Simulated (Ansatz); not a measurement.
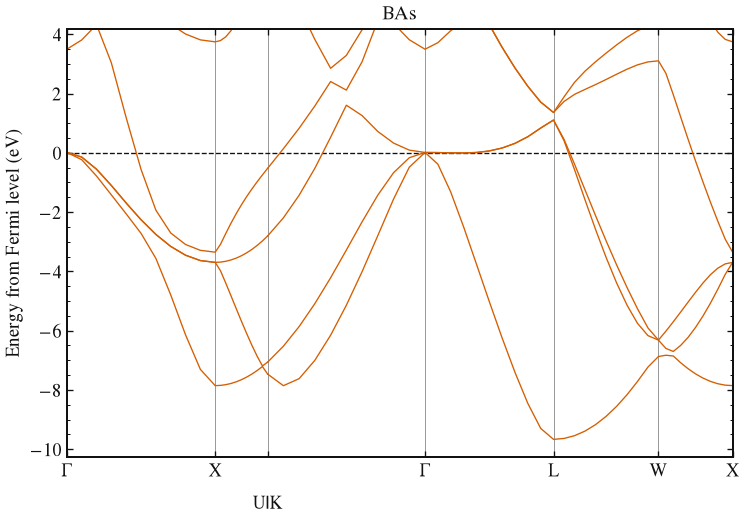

Band structure. Energies are counted from the Fermi level.

**What lattice type does the k path imply?**

A face-centred cubic lattice: the path Γ–X–U|K–Γ–L–W–X runs through the special points of its Brillouin zone.

This input was run:

```
crystal:
  lattice:
    - [0.0, 2.3052873222, 2.3052873222]
    - [2.3052873222, 0.0, 2.3052873222]
    - [2.3052873222, 2.3052873222, 0.0]
  atoms:
    - { symbol: B, position: [0.0, 0.0, 0.0] }
    - { symbol: As, position: [0.5, 0.5, 0.5] }
kpoints:
  mp_grid: { grid: [10, 10, 10] }
  band_path:
    path:
      - [[0.0, 0.0, 0.0], [0.5, 0.0, 0.5], [0.625, 0.25, 0.625]]
      - [[0.375, 0.375, 0.75], [0.0, 0.0, 0.0], [0.5, 0.5, 0.5], [0.5, 0.25, 0.75], [0.5, 0.0, 0.5]]
    npoints: 10
hamiltonian:
  xc: pbe
scf:
  occupations: { method: fermi_dirac, width: 0.02 }
  n_extra_bands: 4
output:
  forces: true
  stress: true
  eigenvalues: true
```

System: rocksalt BAs, space group Fm-3m (No. 225), 2 atoms in the primitive cell, relaxed with r2SCAN.

Ansatz 0.2.0; PBE, Ansatz PAW set, no spin polarisation, no spin-orbit coupling, 10×10×10 k mesh, 420 eV cutoff, Fermi-Dirac smearing of 0.02 eV.

**Metal, semiconductor or insulator?**

A metal: bands cross the Fermi level along this path.

Spin-orbit coupling is left out, which matters for As. The usual form of BAs is zincblende. Bands are joined in order of energy, so crossings between the computed points show as kinks or gaps.
